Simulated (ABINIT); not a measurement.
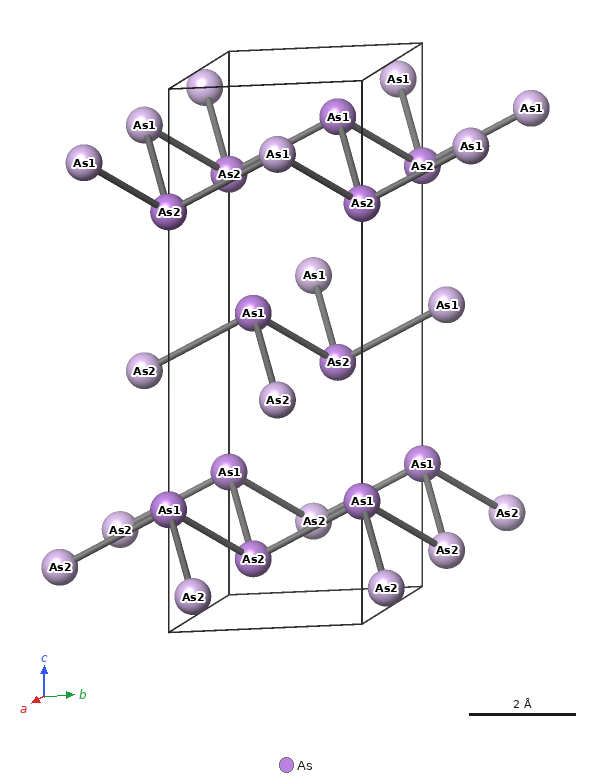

Figure 1. The starting structure (ball-and-stick view of the cell 3 times as large as that of the calculation, set on its symmetry axes, seen slightly off an axis; neighbours outside the cell are drawn fainter; atoms are numbered from 1 in the order of the input). An atom can appear more than once, as a periodic image.

Run report: As, geometry relaxation (part 1 of 4)

The run: geometry relaxation of As (2 atoms in the cell). Method and program: Kohn-Sham DFT of a periodic cell, LDA, PseudoDojo NC SR LDA v0.4.1 standard, no spin polarisation (ABINIT 10.8.3).

The structure derives from an entry of the Crystallography Open Database.

**Input**
```
# Pseudopotentials
pp_dirpath "./"
pseudos "As.upf"

# Structure
acell 4.131 4.131 4.131 Angstrom
rprim
     0.4552885255     0.2628609527     0.8506564983
    -0.4552885255     0.2628609527     0.8506564983
     0.0000000000    -0.5257219055     0.8506564983
ntypat 1
znucl 33
natom 2
typat 1 1
chkprim 0
chksymtnons 0
tolsym 1.0e-6
xred
   0.2260000000   0.2260000000   0.2260000000
   0.7740000000   0.7740000000   0.7740000000

# Plane-wave basis
ecut 1088.455450 eV
ecutsm 0.5

# k points
kptopt 1
ngkpt 7 7 7
nshiftk 1
shiftk 0.0 0.0 0.0

# Exchange and correlation
ixc 7

# Bands and occupations
nband 19
occopt 3
tsmear 0.05 eV

# SCF cycle
nstep 80
tolvrs 1.0e-12

# Output
iomode 3
prteig 0
prtebands 0
prtwf 0
prtden 0

# Relaxation
ionmov 2
optcell 2
ntime 50
tolmxf 2.0e-5
dilatmx 1.08
```

Run on 4 threads of Intel Xeon @ 2.50GHz (Skylake/Cascade Lake), 16 GiB of memory available, shared host.

Run as:
```bash
mpirun --bind-to none -np 4 abinit run.abi > log 2>&1
```

**What the program printed**
```
.Version 10.8.3 of ABINIT
 Symmetries : space group R-3 m (#166); Bravais hR (rhombohedral)
================================================================================
 Values of the parameters that define the memory need of the present run
     intxc =       0    ionmov =       2      iscf =       7    lmnmax =       6
     lnmax =       6     mgfft =      50  mpssoang =       3    mqgrid =    3001
     natom =       2  nloc_mem =       1    nspden =       1   nspinor =       1
    nsppol =       1      nsym =      12    n1xccc =    2501    ntypat =       1
    occopt =       3   xclevel =       1
       mpw =        4443          nfft =      125000          nkpt =          44
================================================================================
================================================================================

--------------------------------------------------------------------------------
------------- Echo of variables that govern the present computation ------------
--------------------------------------------------------------------------------
 -outvars: echo values of preprocessed input variables --------
            acell      7.8064586261E+00  7.8064586261E+00  7.8064586261E+00 Bohr
              amu      7.49215900E+01
          chkprim           0
      chksymtnons           0
          dilatmx      1.08000000E+00
             ecut      4.00000000E+01 Hartree
           ecutsm      5.00000000E-01 Hartree
           ionmov           2
              ixc           7
         kptrlatt        7    0    0      0    7    0      0    0    7
          kptrlen      4.97586745E+01
            natom           2
            nband          19
            ngfft          50      50      50
             nkpt          44
            nstep          80
             nsym          12
            ntime          50
           ntypat           1
           occopt           3
          optcell           2
           prtden           0
        prtebands           0
           prteig           0
            prtwf           0
            rprim      4.5528852550E-01  2.6286095270E-01  8.5065649830E-01
                      -4.5528852550E-01  2.6286095270E-01  8.5065649830E-01
                       0.0000000000E+00 -5.2572190550E-01  8.5065649830E-01
          spgroup         166
           tolmxf      2.00000000E-05
           tolsym      1.00000000E-06
           tolvrs      1.00000000E-12
           tsmear      1.83746611E-03 Hartree
            typat      1  1
           xangst     -1.7531415844E-17 -9.3360678491E-11  2.3825340323E+00
                      -1.5027569353E-17 -3.1974003639E-10  8.1596519512E+00
            xcart     -3.3129574545E-17 -1.7642611328E-10  4.5023368066E+00
                      -2.8397990416E-17 -6.0422110026E-10  1.5419507470E+01
             xred      2.2600000000E-01  2.2600000000E-01  2.2600000000E-01
                       7.7400000000E-01  7.7400000000E-01  7.7400000000E-01
            znucl       33.00000

================================================================================

 chkinp: Checking input parameters for consistency.

================================================================================
== DATASET  1 ==================================================================

--- !DatasetInfo
iteration_state: {dtset: 1, }
dimensions: {natom: 2, nkpt: 44, mband: 19, nsppol: 1, nspinor: 1, nspden: 1, mpw: 4443, }
cutoff_energies: {ecut:  40.0, pawecutdg:  -1.0, }
electrons: {nelect:   3.00000000E+01, charge:   0.00000000E+00, occopt:   3.00000000E+00, tsmear:   1.83746611E-03, }
meta: {optdriver: 0, ionmov: 2, optcell: 2, iscf: 7, paral_kgb: 0, }
...

 Exchange-correlation functional for the present dataset will be:
  LDA: Perdew-Wang 92 LSD fit to Ceperley-Alder data - ixc=7
  J.P.Perdew and Y.Wang, PRB 45, 13244 (1992)

 Real(R)+Recip(G) space primitive vectors, cartesian coordinates (Bohr,Bohr^-1):
 R(1)=  3.5541910  2.0520132  6.6406148  G(1)=  0.1406790  0.0812211  0.0501962
 R(2)= -3.5541910  2.0520132  6.6406148  G(2)= -0.1406790  0.0812211  0.0501962
 R(3)=  0.0000000 -4.1040263  6.6406148  G(3)=  0.0000000 -0.1624421  0.0501962
 Unit cell volume ucvol=  2.9058985E+02 bohr^3
 Angles (23,13,12)=  5.41670000E+01  5.41670000E+01  5.41670000E+01 degrees

 getcut: wavevector=  0.0000  0.0000  0.0000  ngfft=  50  50  50
         ecut(hartree)=     46.656   => boxcut(ratio)=   2.08353

--- Pseudopotential description ------------------------------------------------
- pspini: atom type   1  psp file is ./As.upf
  33.00000  15.00000  180309                  znucl, zion, pspdat
12 -1012 2 -1 1326                            pspcod,pspxc,lmax,lloc,mmax
     nproj     2     2     2

   1.68302232E+03                                ecore*ucvol(ha*bohr**3)
--------------------------------------------------------------------------------

================================================================================

=== [ionmov= 2] Broyden-Fletcher-Goldfarb-Shanno method (forces)
================================================================================

--- Iteration: ( 1/50) Internal Cycle: (1/1)
--------------------------------------------------------------------------------

---SELF-CONSISTENT-FIELD CONVERGENCE--------------------------------------------

--- !BeginCycle
iteration_state: {dtset: 1, itime: 1, icycle: 1, }
solver: {iscf: 7, nstep: 80, nline: 4, wfoptalg: 0, }
tolerances: {tolvrs: 1.00E-12, }
...

     iter   Etot(hartree)      deltaE(h)  residm     vres2
 ETOT  1  -210.41258367491    -2.104E+02 1.339E+00 4.540E+01
 ETOT  2  -211.94163794955    -1.529E+00 8.153E-02 6.269E+01
 ETOT  3  -211.94705669991    -5.419E-03 3.695E-02 1.267E+01
 ETOT  4  -211.94820775340    -1.151E-03 2.073E-03 6.980E-01
 ETOT  5  -211.94827242964    -6.468E-05 1.016E-03 5.394E-03
 ETOT  6  -211.94827298193    -5.523E-07 1.685E-03 1.424E-03
 ETOT  7  -211.94827313269    -1.508E-07 3.913E-03 1.897E-05
 ETOT  8  -211.94827313456    -1.871E-09 3.608E-03 3.398E-08
 ETOT  9  -211.94827313456     1.762E-12 1.533E-03 4.120E-10
 ETOT 10  -211.94827313456    -3.979E-13 7.602E-04 9.901E-12
 ETOT 11  -211.94827313456    -9.663E-13 1.830E-04 1.746E-13

 At SCF step   11       vres2   =  1.75E-13 < tolvrs=  1.00E-12 =>converged.

 Cartesian components of stress tensor (hartree/bohr^3)
  sigma(1 1)=  3.94238840E-05  sigma(3 2)=  7.82550222E-13
  sigma(2 2)=  3.94238875E-05  sigma(3 1)=  0.00000000E+00
  sigma(3 3)=  6.79668686E-05  sigma(2 1)=  0.00000000E+00

--- !ResultsGS
iteration_state: {dtset: 1, itime: 1, icycle: 1, }
comment   : Summary of ground state results
lattice_vectors:
- [  3.5541910,   2.0520132,   6.6406148, ]
- [ -3.5541910,   2.0520132,   6.6406148, ]
- [  0.0000000,  -4.1040263,   6.6406148, ]
lattice_lengths: [   7.80646,    7.80646,    7.80646, ]
lattice_angles: [ 54.167,  54.167,  54.167, ] # degrees, (23, 13, 12)
lattice_volume:   2.9058985E+02
convergence: {deltae: -9.663E-13, res2:  1.746E-13, residm:  1.830E-04, diffor: null, }
etotal    :  -2.11948273E+02
entropy   :   0.00000000E+00
fermie    :   1.99777515E-01
cartesian_stress_tensor: # hartree/bohr^3
- [  3.94238840E-05,   0.00000000E+00,   0.00000000E+00, ]
- [  0.00000000E+00,   3.94238875E-05,   7.82550222E-13, ]
- [  0.00000000E+00,   7.82550222E-13,   6.79668686E-05, ]
pressure_GPa:  -1.4398E+00
xred      :
- [  2.2600E-01,   2.2600E-01,   2.2600E-01, As]
- [  7.7400E-01,   7.7400E-01,   7.7400E-01, As]
cartesian_forces: # hartree/bohr
- [ -1.53671245E-18,  -1.09344686E-18,   4.41878853E-03, ]
- [  1.53671245E-18,   1.09344686E-18,  -4.41878853E-03, ]
force_length_stats: {min:   4.41878853E-03, max:   4.41878853E-03, mean:   4.41878853E-03, }
...

 Integrated electronic density in atomic spheres:
 ------------------------------------------------
 Atom  Sphere_radius  Integrated_density
    1        2.00000         12.30643389
    2        2.00000         12.30643389

---OUTPUT-----------------------------------------------------------------------

 Cartesian coordinates (xcart) [bohr]
 -3.31295745453679E-17 -1.76426113277167E-10  4.50233680661784E+00
 -2.83979904159076E-17 -6.04221100261376E-10  1.54195074704522E+01
 Reduced coordinates (xred)
  2.26000000000000E-01  2.26000000000000E-01  2.26000000000000E-01
  7.74000000000000E-01  7.74000000000000E-01  7.74000000000000E-01
 Cartesian forces (fcart) [Ha/bohr]; max,rms= 4.41879E-03 2.55119E-03 (free atoms)
 -1.53671244784913E-18 -1.09344686496735E-18  4.41878852716658E-03
  1.53671244784913E-18  1.09344686496735E-18 -4.41878852716658E-03
 Gradient of E wrt nuclear positions in reduced coordinates (gred)
 -2.93434723105055E-02 -2.93434723105055E-02 -2.93434723105055E-02
  2.93434723105055E-02  2.93434723105055E-02  2.93434723105055E-02
 Scale of Primitive Cell (acell) [bohr]
  7.80645862612505E+00  7.80645862612505E+00  7.80645862612505E+00
 Real space primitive translations (rprimd) [bohr]
  3.55419103726523E+00  2.05201315167636E+00  6.64061475902336E+00
 -3.55419103726523E+00  2.05201315167636E+00  6.64061475902336E+00
  0.00000000000000E+00 -4.10402630413337E+00  6.64061475902336E+00
 Unitary Cell Volume (ucvol) [Bohr^3]=  2.90589852173566E+02
 Angles (23,13,12)= [degrees]
  5.41670000004314E+01  5.41670000004314E+01  5.41670000045213E+01
 Lengths [Bohr]
  7.80645862614977E+00  7.80645862614977E+00  7.80645862621314E+00
 Stress tensor in cartesian coordinates (strten) [Ha/bohr^3]
  3.94238840092549E-05  0.00000000000000E+00  0.00000000000000E+00
  0.00000000000000E+00  3.94238875100275E-05  7.82550222225919E-13
  0.00000000000000E+00  7.82550222225919E-13  6.79668685918226E-05
 Total energy (etotal) [Ha]= -2.11948273134564E+02

--- Iteration: ( 2/50) Internal Cycle: (1/1)
--------------------------------------------------------------------------------

---SELF-CONSISTENT-FIELD CONVERGENCE--------------------------------------------

--- !BeginCycle
iteration_state: {dtset: 1, itime: 2, icycle: 1, }
solver: {iscf: 7, nstep: 80, nline: 4, wfoptalg: 0, }
tolerances: {tolvrs: 1.00E-12, }
...

     iter   Etot(hartree)      deltaE(h)  residm     vres2
 ETOT  1  -211.94769841876    -2.119E+02 2.338E-01 9.856E+00
 ETOT  2  -211.94835088257    -6.525E-04 5.937E-06 1.899E-01
 ETOT  3  -211.94837225647    -2.137E-05 5.167E-06 2.135E-02
 ETOT  4  -211.94837426004    -2.004E-06 3.931E-07 2.489E-03
 ETOT  5  -211.94837449322    -2.332E-07 5.836E-08 6.816E-05
 ETOT  6  -211.94837450007    -6.843E-09 3.936E-08 9.229E-07
 ETOT  7  -211.94837450010    -3.482E-11 5.341E-09 2.663E-08
 ETOT  8  -211.94837450010    -1.990E-13 3.958E-09 2.969E-10
 ETOT  9  -211.94837450011    -5.059E-12 5.372E-10 4.973E-12
 ETOT 10  -211.94837450011     7.105E-13 3.937E-10 1.004E-13

 At SCF step   10       vres2   =  1.00E-13 < tolvrs=  1.00E-12 =>converged.

 Cartesian components of stress tensor (hartree/bohr^3)
  sigma(1 1)=  3.03923863E-05  sigma(3 2)=  7.89107658E-13
  sigma(2 2)=  3.03923898E-05  sigma(3 1)=  0.00000000E+00
  sigma(3 3)=  6.46837208E-05  sigma(2 1)=  0.00000000E+00

--- !ResultsGS
iteration_state: {dtset: 1, itime: 2, icycle: 1, }
comment   : Summary of ground state results
lattice_vectors:
- [  3.5499874,   2.0495862,   6.6270745, ]
- [ -3.5499874,   2.0495862,   6.6270745, ]
- [  0.0000000,  -4.0991724,   6.6270745, ]
lattice_lengths: [   7.79239,    7.79239,    7.79239, ]
lattice_angles: [ 54.203,  54.203,  54.203, ] # degrees, (23, 13, 12)
lattice_volume:   2.8931177E+02
convergence: {deltae:  7.105E-13, res2:  1.004E-13, residm:  3.937E-10, diffor: null, }
etotal    :  -2.11948375E+02
entropy   :   0.00000000E+00
fermie    :   2.01691987E-01
cartesian_stress_tensor: # hartree/bohr^3
- [  3.03923863E-05,   0.00000000E+00,   0.00000000E+00, ]
- [  0.00000000E+00,   3.03923898E-05,   7.89107658E-13, ]
- [  0.00000000E+00,   7.89107658E-13,   6.46837208E-05, ]
pressure_GPa:  -1.2305E+00
xred      :
- [  2.2622E-01,   2.2622E-01,   2.2622E-01, As]
- [  7.7378E-01,   7.7378E-01,   7.7378E-01, As]
cartesian_forces: # hartree/bohr
- [ -1.18307976E-18,   1.26638734E-19,   4.22746686E-03, ]
- [  1.18307976E-18,  -1.26638734E-19,  -4.22746686E-03, ]
force_length_stats: {min:   4.22746686E-03, max:   4.22746686E-03, mean:   4.22746686E-03, }
...

 Integrated electronic density in atomic spheres:
 ------------------------------------------------
 Atom  Sphere_radius  Integrated_density
    1        2.00000         12.30746606
    2        2.00000         12.30746606

---OUTPUT-----------------------------------------------------------------------
```
